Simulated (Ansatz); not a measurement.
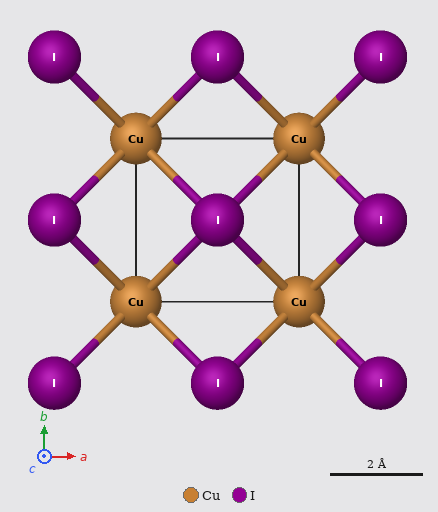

This is the input geometry for a relaxation of crystalline CuI (built on the CsCl type). Style: ball-and-stick. Shown: the cell of the calculation, along the c axis.

Level of theory: Ansatz 0.2.0, DFT, r2SCAN+rVV10, plane waves, PAW.

Input file:
```yaml
crystal:
  lattice:
    - [3.5555445864, 0.0, 0.0]
    - [0.0, 3.5555445864, 0.0]
    - [0.0, 0.0, 3.5555445864]
  atoms:
    - { symbol: Cu, position: [0.0, 0.0, 0.0] }
    - { symbol: I, position: [0.5, 0.5, 0.5] }
kpoints:
  mp_grid: { grid: [6, 6, 6] }
hamiltonian:
  xc: r2scan
  dispersion: rvv10
scf:
  occupations: { method: fermi_dirac, width: 0.03 }
relax:
  f_tol: 0.01
  cell: {}
  max_steps: 120
```

Launched with:
```bash
ansatz run input.yaml --threads 2 --pin off --max-ram 2211MiB --backend cpu --events-out ev --progress --plain --runs-dir out
```

### Predict the outcome.

The atoms keep their places relative to the cell (all moves are under 0.005 Å). The volume changes by +5.6 %, with a = b = c 3.556 → 3.621 Å (+1.8 %). Among the contacts that change: Cu1–I2 3.079 → 3.136 Å. The space group stays Pm-3m (No. 221). Over 2 accepted moves (3 points after the start) the energy falls by 9.2 meV per atom. All forces vanish by symmetry, so only the cell relaxes. The pressure goes from 2.59 to 0.00 GPa. The SCF was repeated once at an unchanged geometry on a basis and grid sized afresh for the cell, which shifted the energy by 0.7 meV per atom at most.

Final geometry:

```xyz
2
Lattice="3.6209 0.0000 0.0000 0.0000 3.6209 0.0000 0.0000 0.0000 3.6209" Properties=species:S:1:pos:R:3 pbc="T T T"
Cu    3.6209    3.6209    3.6209
I     1.8104    1.8104    1.8104
```

After the run, drawn alike:

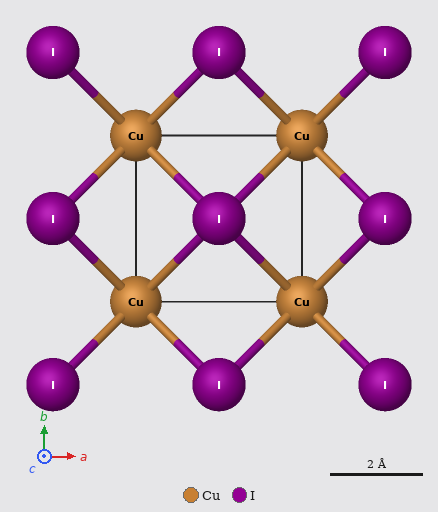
